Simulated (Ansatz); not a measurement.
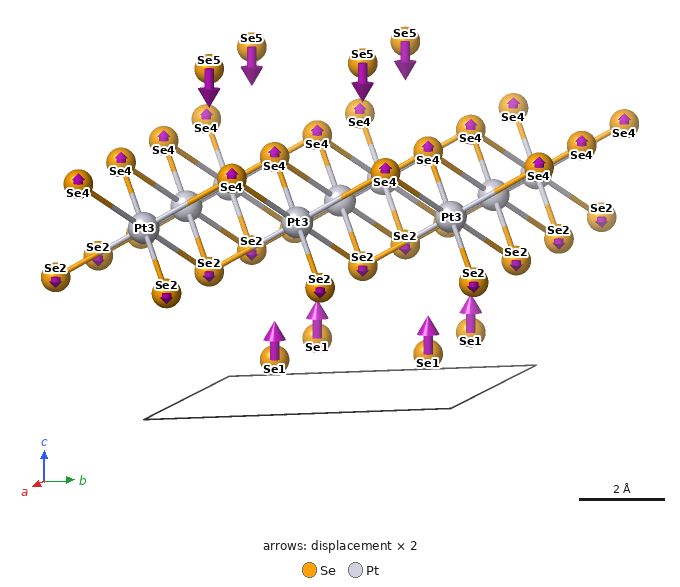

This is a relaxation of a slab of composition PtSe4 (cut from the P-3m1 phase). The starting structure is drawn; purple arrows show the displacements, magnified 2 times.

Style: ball-and-stick. Shown: the 2 × 2 repeat of the cell, outlined in the plane, without the vacuum, slightly off an axis.

The slab is the (0 0 1) face of PtSe2.

All numbers below come from DFT PBEsol, scalar-relativistic, plane waves, PAW in Ansatz. (plane-wave cutoff 420 eV; k-point mesh 9 × 9 × 1; occupations gaussian; smearing width 0.1 eV; no spin polarisation; dipole correction; atoms relaxed in a fixed cell; force threshold 0.02 eV/Å; at most 60 steps)

**Atoms of which element are displaced furthest, and by how much?**

Selenium: up to 0.47 Å, against 0.00 Å for platinum.

**What happened in the run?**

Over 4 accepted moves (5 points after the start) the energy falls by 0.705 eV per cell of the calculation. The largest force component goes from 0.89 to 0.006 eV/Å. The line search rejected the trial step at point 3 of the run. The largest moves relative to the layer's centre, 0.47 Å, are those of Se1 and Se5. Se5 goes along the normal (−c). Pt stays in place. The cell doesn't change. Some distances before and after: Se1–Se2 3.182 → 2.776 Å, Pt3–Se4 2.514 → 2.582 Å. Among the angles between lasting bonds that change: Se2–Pt3–Se4 83.2° → 86.5°, Se2–Pt3–Se2 96.8° → 93.5°, Pt3–Se2–Pt3 96.8° → 93.5°. Cost: 46 s on 2 threads of Arm Neoverse V2, on a shared host, peak memory 0.47 GiB.
